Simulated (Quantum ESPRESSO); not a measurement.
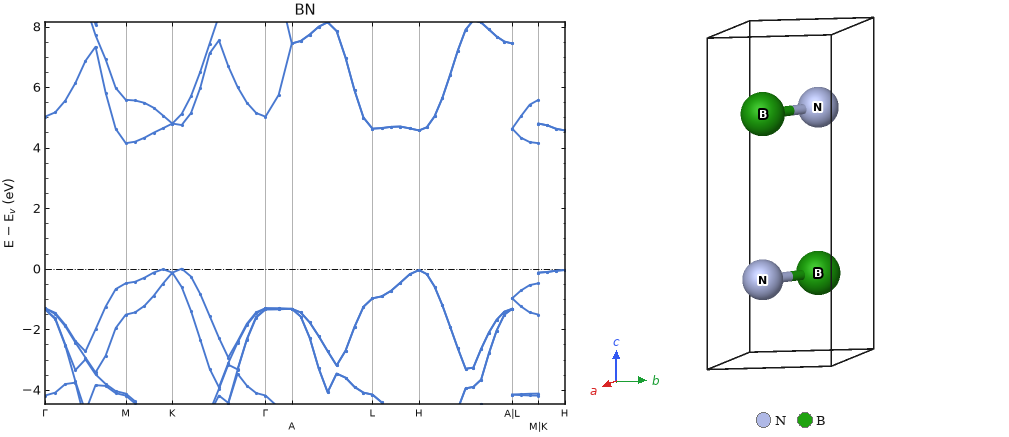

Band structure, beside the structure. Energies are counted from the top of the valence band.

Structure: layered hexagonal BN, space group P6_3/mmc, 4 atoms in the cell; a = 2.498 Å, c = 6.636 Å (hexagonal axes).

Computed with Quantum ESPRESSO: PBEsol, GBRV 1.5 PBEsol, no spin polarisation, no spin-orbit coupling, 12×12×4 k mesh, 612 eV cutoff, Fermi-Dirac smearing of 0.05 eV.

### Read off the fundamental gap and say whether it is direct.

The material is gapped. The gap along this path is 4.15 eV and indirect, from the valence-band top between K and Γ to the conduction-band bottom at M; the smallest direct gap is 4.61 eV, at H. At H the top valence band lies only 0.04 eV lower.

### What are the direct gaps at M, A and K?

The direct gaps are 4.63 eV at M, 8.77 eV at A and 4.92 eV at K.

LDA, GGA and most meta-GGA functionals understate gaps.
